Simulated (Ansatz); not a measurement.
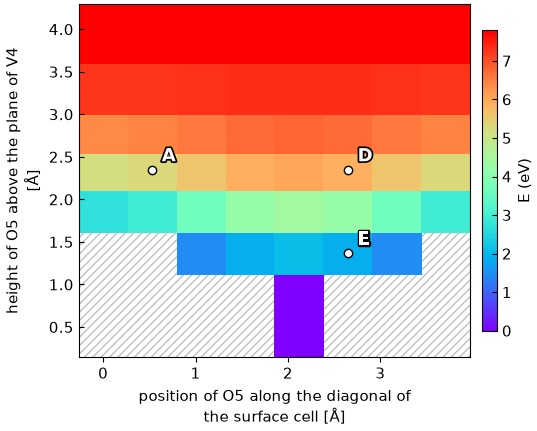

O on a V(100) slab cut from the Im-3m phase, its upper half relaxed before the scan (4 atoms of substrate and one adsorbate in a 1 × 1 cell). O is moved along a line over the surface and along the normal, above a rigid substrate. Coordinates scanned: (1) position of O5 along the diagonal of the surface cell, from above V4; (2) height of O5 above the plane of V4. The grid has 8 × 8 points; 30 points were computed and 17 follow by symmetry. At 17 points there is no value (left out of the scan, as a rule where atoms come close). Points are written as (first, second). Energies are in eV, from the lowest grid point. The runs have no spin polarisation, so an open-shell adsorbate far from the surface lies too high. All numbers below come from DFT PBE, scalar-relativistic, plane waves, PAW (Ansatz). Settings: cutoff 420 eV, k-mesh 9×9×1, gaussian smearing 0.1 eV, no spin polarisation.

The picture shows one coloured cell a grid point, hatched blanks where no value was computed, lettered points.

Rank the lettered points by energy, lowest first.

Answer. E (1.9 eV), A (5.3 eV), D (5.9 eV).
